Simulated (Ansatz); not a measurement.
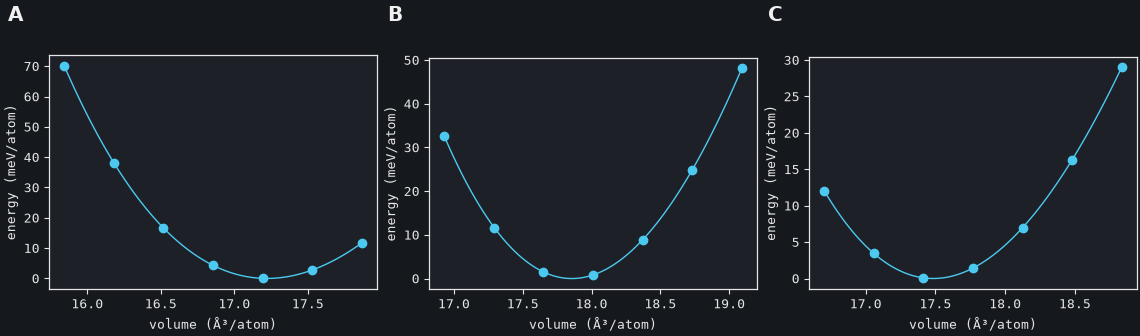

Each panel shows the energy against volume for one of these solids: Au, Fm-3m (No. 225); SnO, P4/nmm (No. 129); Ta, Im-3m (No. 229).

How it was computed, with Ansatz 0.2.0: plane-wave DFT, no spin polarisation; energies at scaled volumes of the given cell, shape and fractions fixed, counted from the fit's minimum, third-order Birch-Murnaghan fit. Level: r2SCAN with rVV10.

Q: Match the panels to the solids.

A: A is Au (energy from 0.03 meV/atom to 70.08 meV/atom, V0 17.22 Å³/atom, B0 169 GPa); B is Ta (energy from 0.91 meV/atom to 48.11 meV/atom, V0 17.86 Å³/atom, B0 200 GPa); C is SnO (energy from 0.09 meV/atom to 29.01 meV/atom, V0 17.48 Å³/atom, B0 102 GPa).

For Au, limits of the calculation: spin-orbit coupling left out, heavy elements.

For SnO, limits of the calculation: shape and atomic fractions are frozen while scaling, which makes layered, chain and framework solids too stiff.

For Ta, limits of the calculation: the program warns: stress scf threshold loose.
